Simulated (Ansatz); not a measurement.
ZnS: single-point calculation

System: ZnS (I-4m2, 2 atoms in the cell).
Method: DFT r2SCAN, scalar-relativistic, plane waves, PAW, no spin polarisation (Ansatz 0.2.0).

The structure derives from an entry of the Crystallography Open Database. It belongs to a series of runs on one base structure; here: strain +0.030 along x and y, -0.015 along z, atoms carried along. Figures and captions count atoms from 1; the log counts them from 0 in places.

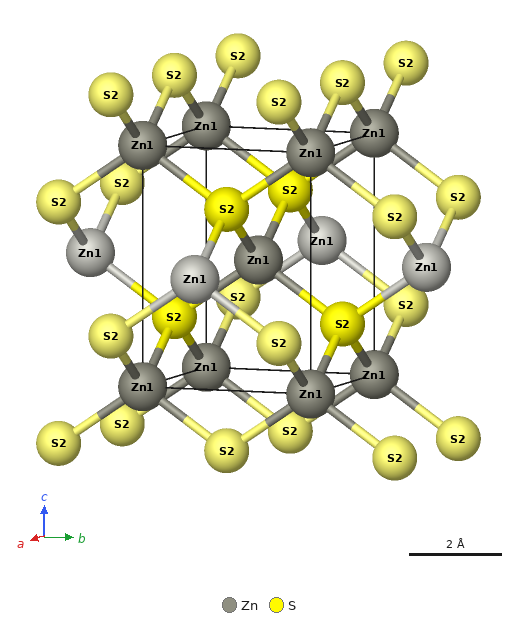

*The structure (ball-and-stick view of the cell 2 times as large as that of the calculation, set on its symmetry axes, seen slightly off an axis; neighbours outside the cell are drawn fainter; atoms are numbered from 1 in the order of the input). An atom can appear more than once, as a periodic image.*

Near neighbours in the periodic cell (some may lie outside the picture): Zn has 4 S at 2.38 Å; S has 4 Zn at 2.38 Å.

## Results in brief

- outcome: converged
- space group (tolerance 0.01 Å): I-4m2 (119)
- electrons treated: 18
- free energy: −4233.4149 eV
- Fermi energy: 6.180 eV
- gap on the k-point mesh: 2.35 eV
- pressure: −3.89 GPa
- largest force (length of the vector): under 0.001 eV/Å
- hardware: 1 thread of Intel Xeon @ 2.50GHz (Skylake/Cascade Lake), 189 GiB of memory available, shared host
- wall time: 17 s
- peak memory: 0.48 GiB

## Input
```yaml
crystal:
  lattice:
    - [0.0, 2.7857895, 2.66408025]
    - [2.7857895, 0.0, 2.66408025]
    - [2.7857895, 2.7857895, 0.0]
  atoms:
    - { symbol: Zn, position: [0.0, 0.0, 0.0] }
    - { symbol: S, position: [0.75, 0.75, 0.75] }
basis:
  ecutwfc: 500
kpoints:
  mp_grid: { grid: [8, 8, 8] }
hamiltonian:
  xc: r2scan
scf:
  occupations: { method: gaussian, width: 0.05 }
output:
  forces: true
  stress: true
  eigenvalues: true
  write_density: true
  write_potential: true
  elf: true
  volumetric_format: npy
```

Launch command:
```bash
ansatz run input.yaml --threads 1 --pin off --max-ram 2560MiB --backend cpu --events-out ev --progress --plain --runs-dir out
```

## The program's output
```
Engine: ansatz 0.2.0, x86_64-unknown-linux-gnu
Pseudopotentials: kind: paw
Pseudopotential: Zn, paw, valence charge 12, recommended cutoff 500 eV (meta_gga), Zn.paw.azcp
Pseudopotential: S, paw, valence charge 6, recommended cutoff 500 eV (meta_gga), S.paw.azcp
Functional definition: r2SCAN
  parameter k0 = 0.174
  parameter k1 = 0.065
  parameter a1 = 4.9479
  exchange = r2scan_x(k0 = k0, k1 = k1, a1 = a1)
  correlation = r2scan_c
Crystal: 2 atoms, lattice volume = 41.350 Å³
Basis set: ecut = 500 eV, 1017 PW (Γ), exchange–correlation on 120×120×120 points (64 copies of the dense FFT grid, shifted against one another)
Bands: 13, of which v1, the nominal top of the filled ones, is band 9 counted from 1 (8 counted from 0)
Symmetry: 8 space group operations
Space group: I-4m2 (ITA 119), of the structure as read, at distance tolerance 3.5e-5 Å
k-points: 59 of 512 (time reversal used)
Non-local potential: Zn, projectors of the file, l = 0: 2, l = 1: 2, l = 2: 3, l = 3: 1
Non-local potential: S, projectors of the file, l = 0: 2, l = 1: 2, l = 2: 2
PAW form: soft (Blöchl's): semilocal exchange-correlation on the pseudo side does not see the compensation charge
PAW frozen core: Zn, regenerated for the run's functional (the file was generated under x = pbe(κ = 0.804, μ = 0.2195149727645171), c = pbe(β = 0.06672455060314922))
PAW frozen core: S, regenerated for the run's functional (the file was generated under x = pbe(κ = 0.804, μ = 0.2195149727645171), c = pbe(β = 0.06672455060314922))
PAW one-centre angular grid: Zn, 590 points (default); XC on 261 of its mesh's 2673 points in the sphere
PAW one-centre angular grid: S, 302 points (default); XC on 160 Gauss nodes
Initial density: superposition of atomic densities (neutral atoms: chi_scale 0, normalization atom), corrected by the library's trained network
Initial wavefunctions: pseudopotential atomic-orbital guess
Functional: x = r2scan, c = r2scan; τ floored in thin density (d = 2e-4 eV/Å³)
SCF iter   1: F=—  HF=-4233.419303 eV  |F-HF|=—  |Δ(HF+E_count)|=         —  Δρ=1.51e-2  dr2=4.63e-2  dr2_τ=5.44e-3  ethr=1.77e-3  ⟨swp⟩=5.2  Hψ=4548  notcnv=0
preconditioner: auto → none  [insulator: Δε(μ)=2.329 eV  Ē_g=12.812 eV  σ=0.050 eV  W_gap=1.00  n_scr=14 (ndim 8)  ℏωp=24.5 eV  f_vac=0.037  D(μ)=0.00/eV (n_scr^D=0)  ε∞_Penn≈4.7]
SCF iter   2: F=—  HF=-4233.419489 eV  |F-HF|=—  |Δ(HF+E_count)|=   1.86e-4  Δρ=4.22e-3  dr2=7.82e-3  dr2_τ=3.33e-4  ethr=2.57e-4  ⟨swp⟩=2.4  Hψ=1984  notcnv=0
SCF iter   3: F=—  HF=-4233.414675 eV  |F-HF|=—  |Δ(HF+E_count)|=   4.81e-3  Δρ=2.88e-3  dr2=1.43e-3  dr2_τ=8.62e-6  ethr=4.35e-5  ⟨swp⟩=2.0  Hψ=1475  notcnv=0
SCF iter   4: F=—  HF=-4233.414945 eV  |F-HF|=—  |Δ(HF+E_count)|=   2.70e-4  Δρ=1.77e-4  dr2=1.87e-5  dr2_τ=8.70e-7  ethr=7.92e-6  ⟨swp⟩=2.0  Hψ=1621  notcnv=0
SCF iter   5: F=—  HF=-4233.414942 eV  |F-HF|=—  |Δ(HF+E_count)|=   3.24e-6  Δρ=6.99e-5  dr2=1.73e-6  dr2_τ=2.54e-8  ethr=1.04e-7  ⟨swp⟩=2.0  Hψ=1090  notcnv=0
SCF iter   6: F=-4233.414942 eV  HF=-4233.414942 eV  |F-HF|=1.00e-8  |Δ(HF+E_count)|=   1.25e-8  Δρ=7.17e-6  dr2=9.08e-9  dr2_τ=1.40e-9  ethr=5.56e-10  ⟨swp⟩=6.4  Hψ=5025  notcnv=0
SCF 1 converged in 6 iterations: F = -4233.414942 eV  dr2 = 9.08e-9
  greatest PAW one-centre occupation: 0.983 electrons in one spin orbital (limit 2), on the Zn atom at site 0 (counted from 0), in its partial waves of l = 2
SCF converged after 6 iterations
Free energy (F): -4233.414942 eV
Harris-Foulkes:  -4233.414942 eV  (|F-HF|=1.00e-8)
Internal energy: -4233.414942 eV  (E = F + TS)
E sigma→0 (E₀):  -4233.414942 eV
Fermi energy:    6.180436 eV
--- Per-component energies (eV) ---
  E_band       = -10.535343
  E_kinetic    = 236.100518
  E_local      = -2076.399510  (includes V_loc(G=0)·N_el)
  E_nonlocal   = 647.086196
  E_hartree    = 869.830930
  E_xc         = -214.929934
  E_vxc        = -147.033517  (∫ρ·V_xc dr)
  E_paw        = -2460.586841  (= ΣΔE_a)
  E_vpaw       = -417.235101  (= ΣTr[D̂ρ^β])
  E_aug_tail   = -0.000059  (compensation charges beyond the density's cutoff)
  E_vtau       = 7.286433  (kinetic-family band-sum trace: ∫τ·v_τ [+ j·A + Jᵃ·Aᵃ] dr)
  E_ewald      = -1234.223857
  E_core_change = -0.292385  (= ΣΔE_core)
  E_smearing   = -0.000000  (= −TS)
  E_closure    = -0.000000  (closes the sum)
  Σ components = -4233.414942   (vs F -4233.414942, Δ=0.00e0)
--- Forces (eV/Å), atoms counted from 1 ---
  atom   1  Zn    -0.00000000     0.00000000     0.00000000
  atom   2  S      0.00000000    -0.00000000    -0.00000000
  max |Σ_I F_I| component: 2.78e-17 eV/Å
--- Stress (GPa, compression-positive) ---
       -4.508185      -0.000000       0.000000
        0.000000      -4.508185       0.000000
        0.000000       0.000000      -2.663903
  P = ⅓ Tr σ = -3.8934 GPa (-38.934 kbar)
--- Band table (eV; the first three rows and the last of 59) ---
  k-point 0: bands = ["-8.4331", "-1.4181", "-1.4181", "-1.3947", "-0.9381", "-0.9304", "4.8615", "4.8615", "5.0051", "7.3558", "11.8239", "11.8331", "11.8331"]
  k-point 1: bands = ["-8.3230", "-1.4080", "-1.3993", "-1.3770", "-0.9380", "-0.9328", "3.8526", "4.7128", "4.8343", "8.1531", "11.6666", "12.0604", "12.1078"]
  k-point 2: bands = ["-8.0369", "-1.3583", "-1.3521", "-1.3247", "-0.9331", "-0.9310", "2.1735", "4.3858", "4.5548", "8.7509", "12.1399", "12.3275", "12.6123"]
  k-point 58: bands = ["-7.2333", "-1.3773", "-1.0975", "-1.0975", "-0.8596", "-0.6885", "0.6651", "2.6537", "2.6537", "8.5999", "9.0917", "16.6198", "17.3063"]
```

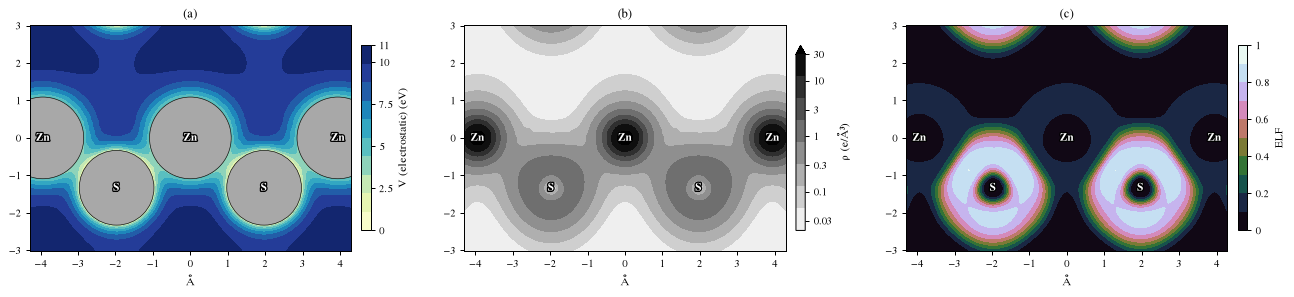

*(a) electrostatic potential energy of an electron; (b) valence pseudo-density; (c) electron localisation function on the (100) plane of the conventional cell. Grey discs, where drawn, cover atomic cores.*

The section cuts through Zn and S sites. Zn–S (2.38 Å): the density is about 0.48 e/Å³ at the midpoint; the ELF is about 0.60 at the midpoint. Away from the nuclei the density in this plane falls to 0.01 e/Å³ at its lowest. Outside the cores the potential energy rises away from the atoms and is highest about 2.4 Å from the nearest atoms; outside the discs it spans about 10 eV, and its zero is arbitrary. Core electrons are frozen (PAW), so the fields are smoothed inside the atomic spheres.

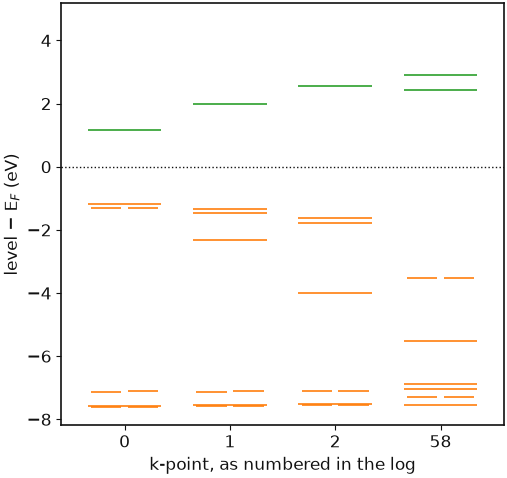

*Kohn–Sham levels near the Fermi level (dotted) at the few k-points that the log prints; levels within 0.02 eV of each other stand side by side.*

Among these points the highest filled and lowest empty levels are 2.35 eV apart, which is the gap on the mesh.
